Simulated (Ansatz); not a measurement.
**TiO2: single-point calculation**

TiO2 (I4₁/amd, 6 atoms in the cell), computed with DFT, PBE, plane waves, PAW, no spin polarisation (Ansatz 0.2.0).

The structure derives from a Materials Project entry. Some settings of this run were made unusual or wrong on purpose.

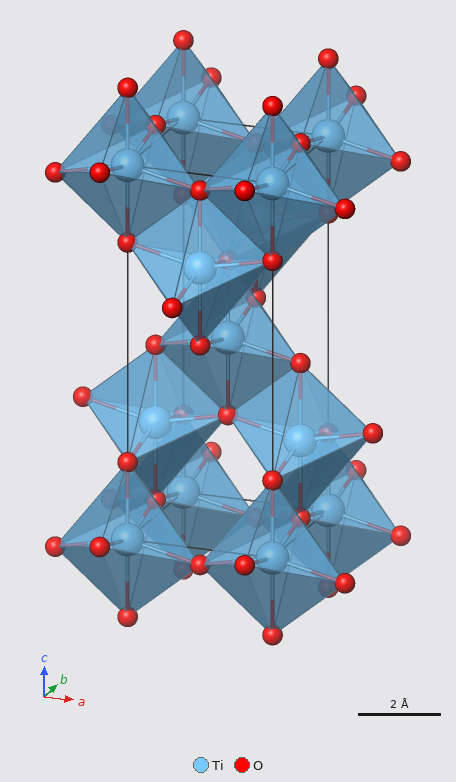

*The input geometry (polyhedral view of the cell 2 times as large as that of the calculation, set on its symmetry axes, seen at an oblique angle; polyhedra are completed across the faces of the cell).*

### The input
```yaml
crystal:
  lattice:
    - [-1.8995999931, 1.8995999931, 4.8488732009]
    - [1.8995999931, -1.8995999931, 4.8488732009]
    - [1.8995999931, 1.8995999931, -4.8488732009]
  atoms:
    - { symbol: Ti, position: [0.0, 0.0, 0.0] }
    - { symbol: Ti, position: [0.75, 0.25, 0.5] }
    - { symbol: O, position: [0.9564814577, 0.4564814577, 0.5] }
    - { symbol: O, position: [0.2064814577, 0.2064814577, 0.0] }
    - { symbol: O, position: [0.5435185423, 0.0435185423, 0.5] }
    - { symbol: O, position: [0.7935185423, 0.7935185423, 0.0] }
basis:
  ecutwfc: 420
kpoints:
  mp_grid: { grid: [10, 10, 10] }
hamiltonian:
  xc: pbe
scf:
  occupations: { method: gaussian, width: 0.02 }
  mixing: { algorithm: anderson, beta: 0.005, ndim: 1 }
  max_iter: 75
output:
  forces: true
  eigenvalues: true
  stress: true
```

Command:
```bash
ansatz run input.yaml --threads 4 --pin off --max-ram 8192MiB --backend cpu --events-out ev --progress --plain --runs-dir out
```

### Output
```
basis.fft_grid_basis auto: the FFT boxes are laid along the combinations [[1, 0, 1], [0, 1, 1], [0, 0, 1]] of the cell's own vectors, 3.799, 3.799 and 5.543 Å long. The dense box has 27×27×40 points. Along the cell's own vectors, as sized, it would have 40×40×40, 2.19 times as many. Of the 16 symmetry operations that the crystal satisfies within crystal.symmetry.tolerance (time reversal apart; of a slab, those that keep its plane) the dense box along the cell's own vectors carries 16, and the one as laid loses 14 of those. basis.fft_grid_basis: typed keeps the cell's own vectors: state it where this run's energies or levels are differenced outside the engine with another run's, or held beside a run that keeps those vectors.
Engine: ansatz 0.2.0, x86_64-unknown-linux-gnu
Pseudopotentials: kind: paw
Pseudopotential: Ti, paw, valence charge 12, recommended cutoff 420 eV (normal), Ti.paw.azcp
Pseudopotential: O, paw, valence charge 6, recommended cutoff 420 eV (normal), O.paw.azcp
Functional definition: PBE
  parameter kappa = 0.804
  parameter beta = 0.06672455060314922
  exchange = pbe_x(kappa = kappa, mu = beta*pi^2/3)
  correlation = pbe_c(beta = beta)
Crystal: 6 atoms, lattice volume = 69.988 Å³
Basis set: ecut = 420 eV, 1365 PW (Γ), FFT grids on a1+a3, a2+a3, a3, exchange–correlation on 54×54×80 points (8 copies of the dense FFT grid, shifted against one another)
Bands: 30, of which v1, the nominal top of the filled ones, is band 24 counted from 1 (23 counted from 0)
Symmetry: 16 space group operations
Space group: I41/amd (ITA 141), of the structure as read, at distance tolerance 4.1e-5 Å
k-points: 102 of 1000
Non-local potential: Ti, projectors of the file, l = 0: 3, l = 1: 2, l = 2: 3, l = 3: 1
Non-local potential: O, projectors of the file, l = 0: 2, l = 1: 2, l = 2: 1
PAW form: soft (Blöchl's): semilocal exchange-correlation on the pseudo side does not see the compensation charge
PAW one-centre angular grid: Ti, 590 points (default); XC on 64 Gauss nodes
PAW one-centre angular grid: O, 110 points (default); XC on 64 Gauss nodes
Initial density: superposition of atomic densities (neutral atoms: chi_scale 0, normalization atom), corrected by the library's trained network
Initial wavefunctions: pseudopotential atomic-orbital guess
Functional: x = pbe(κ = 0.804, μ = 0.2195149727645171), c = pbe(β = 0.06672455060314922)
SCF iter   1: F=—  HF=-7277.497932 eV  |F-HF|=—  |Δ(HF+E_count)|=         —  Δρ=3.23e-3  dr2=2.13e-3  ethr=1.77e-3  ⟨swp⟩=5.3  Hψ=12695  notcnv=0
preconditioner: auto → Resta (q_TF=auto, 2.562 Å⁻¹)  ε∞=8.0  [insulator: Δε(μ)=2.140 eV  Ē_g=9.506 eV  σ=0.020 eV  W_gap=1.00  n_scr=22 (ndim 1)  ℏωp=25.1 eV  f_vac=0.107  D(μ)=0.00/eV (n_scr^D=0)  ε∞_Penn≈8.0]
SCF iter   2: F=—  HF=-7277.497922 eV  |F-HF|=—  |Δ(HF+E_count)|=   9.95e-6  Δρ=3.22e-3  dr2=2.14e-3  ethr=4.44e-6  ⟨swp⟩=2.0  Hψ=4421  notcnv=0  defer=80
SCF iter   3: F=—  HF=-7277.497941 eV  |F-HF|=—  |Δ(HF+E_count)|=   1.82e-5  Δρ=3.20e-3  dr2=2.10e-3  ethr=4.44e-6  ⟨swp⟩=1.0  Hψ=2887  notcnv=0  defer=80
SCF iter   4: F=—  HF=-7277.497954 eV  |F-HF|=—  |Δ(HF+E_count)|=   1.39e-5  Δρ=3.18e-3  dr2=2.07e-3  ethr=4.38e-6  ⟨swp⟩=1.0  Hψ=2887  notcnv=0  defer=34
automatic band count: iteration 4 solves 29 bands in place of 30: the levels show a gap, and the empty bands left out lie too high to hold charge; the band table lists the bands solved (type scf.n_extra_bands for more)
SCF iter   5: F=—  HF=-7277.497968 eV  |F-HF|=—  |Δ(HF+E_count)|=   1.38e-5  Δρ=3.17e-3  dr2=2.05e-3  ethr=4.32e-6  ⟨swp⟩=1.0  Hψ=2887  notcnv=0  defer=34
SCF iter   6: F=—  HF=-7277.497982 eV  |F-HF|=—  |Δ(HF+E_count)|=   1.42e-5  Δρ=3.15e-3  dr2=2.02e-3  ethr=4.26e-6  ⟨swp⟩=1.0  Hψ=2887  notcnv=0  defer=34
SCF iter   7: F=—  HF=-7277.497996 eV  |F-HF|=—  |Δ(HF+E_count)|=   1.39e-5  Δρ=3.13e-3  dr2=1.99e-3  ethr=4.21e-6  ⟨swp⟩=1.0  Hψ=2887  notcnv=0  defer=34
SCF iter   8: F=—  HF=-7277.498010 eV  |F-HF|=—  |Δ(HF+E_count)|=   1.35e-5  Δρ=3.12e-3  dr2=1.97e-3  ethr=4.15e-6  ⟨swp⟩=1.0  Hψ=2887  notcnv=0  defer=34
SCF iter   9: F=—  HF=-7277.498023 eV  |F-HF|=—  |Δ(HF+E_count)|=   1.34e-5  Δρ=3.10e-3  dr2=1.94e-3  ethr=4.10e-6  ⟨swp⟩=1.0  Hψ=2887  notcnv=0  defer=34
SCF iter  10: F=—  HF=-7277.498037 eV  |F-HF|=—  |Δ(HF+E_count)|=   1.38e-5  Δρ=3.08e-3  dr2=1.92e-3  ethr=4.05e-6  ⟨swp⟩=1.0  Hψ=2887  notcnv=0  defer=34
SCF iter  11: F=—  HF=-7277.498050 eV  |F-HF|=—  |Δ(HF+E_count)|=   1.28e-5  Δρ=3.07e-3  dr2=1.90e-3  ethr=4.00e-6  ⟨swp⟩=1.0  Hψ=2887  notcnv=0  defer=34
SCF iter  12: F=—  HF=-7277.498063 eV  |F-HF|=—  |Δ(HF+E_count)|=   1.35e-5  Δρ=3.05e-3  dr2=1.87e-3  ethr=3.95e-6  ⟨swp⟩=1.0  Hψ=2887  notcnv=0  defer=34
SCF iter  13: F=—  HF=-7277.498077 eV  |F-HF|=—  |Δ(HF+E_count)|=   1.34e-5  Δρ=3.04e-3  dr2=1.85e-3  ethr=3.90e-6  ⟨swp⟩=1.0  Hψ=2887  notcnv=0  defer=34
SCF iter  14: F=—  HF=-7277.498090 eV  |F-HF|=—  |Δ(HF+E_count)|=   1.29e-5  Δρ=3.02e-3  dr2=1.83e-3  ethr=3.85e-6  ⟨swp⟩=1.0  Hψ=2887  notcnv=0  defer=34
SCF iter  15: F=—  HF=-7277.498103 eV  |F-HF|=—  |Δ(HF+E_count)|=   1.33e-5  Δρ=3.01e-3  dr2=1.81e-3  ethr=3.81e-6  ⟨swp⟩=1.0  Hψ=2887  notcnv=0  defer=34
SCF iter  16: F=—  HF=-7277.498116 eV  |F-HF|=—  |Δ(HF+E_count)|=   1.31e-5  Δρ=2.99e-3  dr2=1.78e-3  ethr=3.76e-6  ⟨swp⟩=1.0  Hψ=2887  notcnv=0  defer=34
SCF iter  17: F=—  HF=-7277.498129 eV  |F-HF|=—  |Δ(HF+E_count)|=   1.30e-5  Δρ=2.97e-3  dr2=1.76e-3  ethr=3.72e-6  ⟨swp⟩=1.0  Hψ=2887  notcnv=0  defer=34
SCF iter  18: F=—  HF=-7277.498142 eV  |F-HF|=—  |Δ(HF+E_count)|=   1.28e-5  Δρ=2.96e-3  dr2=1.74e-3  ethr=3.67e-6  ⟨swp⟩=1.0  Hψ=2887  notcnv=0  defer=34
SCF iter  19: F=—  HF=-7277.498155 eV  |F-HF|=—  |Δ(HF+E_count)|=   1.30e-5  Δρ=2.94e-3  dr2=1.72e-3  ethr=3.63e-6  ⟨swp⟩=1.0  Hψ=2887  notcnv=0  defer=34
SCF iter  20: F=—  HF=-7277.498168 eV  |F-HF|=—  |Δ(HF+E_count)|=   1.28e-5  Δρ=2.93e-3  dr2=1.70e-3  ethr=3.58e-6  ⟨swp⟩=1.0  Hψ=2887  notcnv=0  defer=34
SCF iter  21: F=—  HF=-7277.498180 eV  |F-HF|=—  |Δ(HF+E_count)|=   1.26e-5  Δρ=2.91e-3  dr2=1.68e-3  ethr=3.54e-6  ⟨swp⟩=1.0  Hψ=2887  notcnv=0  defer=34
SCF iter  22: F=—  HF=-7277.498192 eV  |F-HF|=—  |Δ(HF+E_count)|=   1.22e-5  Δρ=2.90e-3  dr2=1.66e-3  ethr=3.50e-6  ⟨swp⟩=1.0  Hψ=2887  notcnv=0  defer=34
SCF iter  23: F=—  HF=-7277.498204 eV  |F-HF|=—  |Δ(HF+E_count)|=   1.21e-5  Δρ=2.89e-3  dr2=1.64e-3  ethr=3.46e-6  ⟨swp⟩=1.0  Hψ=2887  notcnv=0  defer=34
SCF iter  24: F=—  HF=-7277.498217 eV  |F-HF|=—  |Δ(HF+E_count)|=   1.23e-5  Δρ=2.87e-3  dr2=1.62e-3  ethr=3.42e-6  ⟨swp⟩=1.0  Hψ=2887  notcnv=0  defer=34
SCF iter  25: F=—  HF=-7277.498229 eV  |F-HF|=—  |Δ(HF+E_count)|=   1.23e-5  Δρ=2.86e-3  dr2=1.60e-3  ethr=3.38e-6  ⟨swp⟩=1.0  Hψ=2887  notcnv=0  defer=34
SCF iter  26: F=—  HF=-7277.498241 eV  |F-HF|=—  |Δ(HF+E_count)|=   1.16e-5  Δρ=2.84e-3  dr2=1.58e-3  ethr=3.34e-6  ⟨swp⟩=1.0  Hψ=2887  notcnv=0  defer=34
SCF iter  27: F=—  HF=-7277.498303 eV  |F-HF|=—  |Δ(HF+E_count)|=   6.26e-5  Δρ=2.83e-3  dr2=1.57e-3  ethr=3.30e-6  ⟨swp⟩=1.0  Hψ=2887  notcnv=0  defer=34
SCF iter  28: F=—  HF=-7277.498319 eV  |F-HF|=—  |Δ(HF+E_count)|=   1.56e-5  Δρ=2.81e-3  dr2=1.55e-3  ethr=3.26e-6  ⟨swp⟩=1.0  Hψ=2887  notcnv=0  defer=34
SCF iter  29: F=—  HF=-7277.498331 eV  |F-HF|=—  |Δ(HF+E_count)|=   1.18e-5  Δρ=2.80e-3  dr2=1.53e-3  ethr=3.23e-6  ⟨swp⟩=1.0  Hψ=2887  notcnv=0  defer=34
SCF iter  30: F=—  HF=-7277.498343 eV  |F-HF|=—  |Δ(HF+E_count)|=   1.18e-5  Δρ=2.79e-3  dr2=1.51e-3  ethr=3.19e-6  ⟨swp⟩=1.0  Hψ=2887  notcnv=0  defer=34
SCF iter  31: F=—  HF=-7277.498354 eV  |F-HF|=—  |Δ(HF+E_count)|=   1.12e-5  Δρ=2.77e-3  dr2=1.50e-3  ethr=3.15e-6  ⟨swp⟩=1.0  Hψ=2887  notcnv=0  defer=34
SCF iter  32: F=—  HF=-7277.498186 eV  |F-HF|=—  |Δ(HF+E_count)|=   1.68e-4  Δρ=2.76e-3  dr2=1.48e-3  ethr=2.08e-6  ⟨swp⟩=5.5  Hψ=15627  notcnv=0
Mixer restart at iter 32: flushing history
automatic band count: iteration 32 solves 30 bands in place of 29: the mixing has stalled, and the SCF is to minimise its free energy, so it keeps every band
iteration 32: the SCF's residuals had fallen too slowly under its mixing. It goes on by minimising its free energy, and can end on another state than longer mixing would; under `scf.algorithm: density_mixing` no SCF does so, but by `scf.convergence.dm_fallback`
SCF iter  33: F=—  HF=-7277.499952 eV  |F-HF|=—  |Δ(HF+E_count)|=   1.77e-3  Δρ=7.53e-4  dr2=2.73e-4  ethr=2.08e-6  ⟨swp⟩=4.0  Hψ=23105  notcnv=0
SCF iter  34: F=—  HF=-7277.499883 eV  |F-HF|=—  |Δ(HF+E_count)|=   6.91e-5  Δρ=1.29e-4  dr2=8.16e-6  ethr=5.69e-7  ⟨swp⟩=3.3  Hψ=13878  notcnv=0
SCF iter  35: F=—  HF=-7277.499882 eV  |F-HF|=—  |Δ(HF+E_count)|=   1.30e-6  Δρ=2.80e-5  dr2=3.65e-7  ethr=1.70e-8  ⟨swp⟩=2.0  Hψ=9221  notcnv=0
SCF iter  36: F=-7277.499881 eV  HF=-7277.499881 eV  |F-HF|=2.60e-9  |Δ(HF+E_count)|=   1.56e-7  Δρ=2.46e-6  dr2=3.17e-9  ethr=2.08e-10  ⟨swp⟩=3.5  Hψ=11927  notcnv=0
SCF iter  37: F=-7277.499881 eV  HF=-7277.499881 eV  |F-HF|=2.59e-9  |Δ(HF+E_count)|=  9.09e-13  Δρ=2.46e-6  dr2=3.16e-9  ethr=6.60e-12  ⟨swp⟩=1.8  Hψ=10881  notcnv=0
SCF 1 converged in 37 iterations: F = -7277.499881 eV  dr2 = 3.16e-9
  greatest PAW one-centre occupation: 0.999 electrons in one spin orbital (limit 2), on the Ti atom at site 1 (counted from 0), in its partial waves of l = 0
```

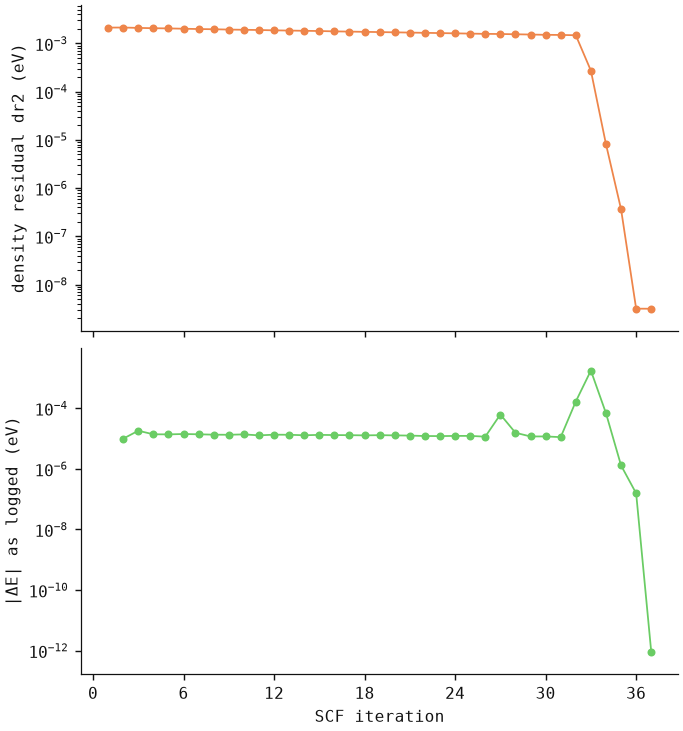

*Convergence of the self-consistent field: density residual dr2 and size of the energy change against the SCF iteration.*

The residual lingers near 2 × 10⁻³ from about step 1 to 32 before it falls again.

```
SCF converged after 37 iterations
Free energy (F): -7277.499881 eV
Harris-Foulkes:  -7277.499881 eV  (|F-HF|=2.59e-9)
Internal energy: -7277.499881 eV  (E = F + TS)
E sigma→0 (E₀):  -7277.499881 eV
Fermi energy:    8.031744 eV
--- Per-component energies (eV) ---
  E_band       = -471.279884
  E_kinetic    = 1244.866612
  E_local      = -3616.081959  (includes V_loc(G=0)·N_el)
  E_nonlocal   = 196.372860
  E_hartree    = 1401.056366
  E_xc         = -492.101544
  E_vxc        = -623.122935  (∫ρ·V_xc dr)
  E_paw        = -2721.734166  (= ΣΔE_a)
  E_vpaw       = -475.433676  (= ΣTr[D̂ρ^β])
  E_aug_tail   = 0.010155  (compensation charges beyond the density's cutoff)
  E_ewald      = -3289.888206
  E_smearing   = -0.000000  (= −TS)
  E_closure    = -0.000000  (closes the sum)
  Σ components = -7277.499881   (vs F -7277.499881, Δ=0.00e0)
--- Forces (eV/Å), atoms counted from 1 ---
  atom   1  Ti    -0.00000000    -0.00000000     0.00000000
  atom   2  Ti     0.00000000    -0.00000000     0.00000000
  atom   3  O      0.00000000    -0.00000000     0.00118382
  atom   4  O      0.00000000     0.00000000     0.00118382
  atom   5  O      0.00000000     0.00000000    -0.00118382
  atom   6  O      0.00000000     0.00000000    -0.00118382
  max |Σ_I F_I| component: 4.36e-18 eV/Å
--- Stress (GPa, compression-positive) ---
       -0.006699       0.000000      -0.000000
        0.000000      -0.006699      -0.000000
       -0.000000      -0.000000       0.042350
  P = ⅓ Tr σ = 0.0097 GPa (0.097 kbar)
--- Band table (eV; the first three rows and the last of 102) ---
  k-point 0: bands = ["-49.4289", "-49.3771", "-25.8693", "-25.6528", "-25.6528", "-25.5908", "-25.5908", "-25.5141", "-10.5818", "-9.5620", "-9.4886", "-9.1078", "3.0920", "3.1959", "3.1959", "3.5991", "4.9838", "4.9838", "5.0110", "6.1820", "6.1820", "6.1906", "6.5542", "6.5542", "9.0993", "9.7675", "10.9560", "10.9560", "10.9615", "10.9615"]
  k-point 1: bands = ["-49.4272", "-49.3780", "-25.8681", "-25.6693", "-25.6585", "-25.6001", "-25.5911", "-25.5112", "-10.4896", "-9.5073", "-9.4499", "-9.0840", "2.9968", "3.0802", "3.0862", "3.6136", "4.7909", "5.0728", "5.1208", "5.9631", "5.9820", "6.0954", "6.2369", "6.6691", "9.5077", "9.8301", "10.5330", "10.7377", "10.7945", "10.9070"]
  k-point 2: bands = ["-49.4226", "-49.3807", "-25.8649", "-25.7089", "-25.6730", "-25.6245", "-25.5900", "-25.5092", "-10.2352", "-9.3698", "-9.3437", "-9.0234", "2.6289", "2.8478", "3.0395", "3.7096", "4.3879", "4.8722", "5.0806", "5.3417", "5.4058", "5.8482", "6.3823", "6.7739", "9.8654", "10.0888", "10.2569", "10.5612", "10.6012", "11.0309"]
  k-point 101: bands = ["-49.4030", "-49.4030", "-25.6945", "-25.6945", "-25.6732", "-25.6732", "-25.5701", "-25.5701", "-10.0368", "-10.0368", "-9.3555", "-9.3555", "3.2735", "3.2735", "3.3445", "3.3445", "5.0052", "5.0052", "5.6446", "5.6446", "5.7408", "5.7408", "6.8728", "6.8728", "9.4226", "9.4226", "10.6839", "10.6839", "11.2432", "11.2432"]
```

### Outcome

- outcome: converged
- space group (tolerance 0.01 Å): I4₁/amd (141)
- electrons treated: 48
- free energy: −7277.4999 eV
- Fermi energy: 8.032 eV
- gap on the k-point mesh: 2.14 eV
- pressure: 0.01 GPa
- largest force (length of the vector): 0.001 eV/Å
- hardware: 4 threads of Intel Xeon (Sapphire Rapids), 192 GiB of memory available, shared host
- wall time: 18 s (CPU time 67 s)
- peak memory: 0.79 GiB

### Notes

A setting was made wrong on purpose: mixing far too weak (`scf.mixing`). It did no harm here: the run converged to the energy of the sound run within 1 meV per atom.
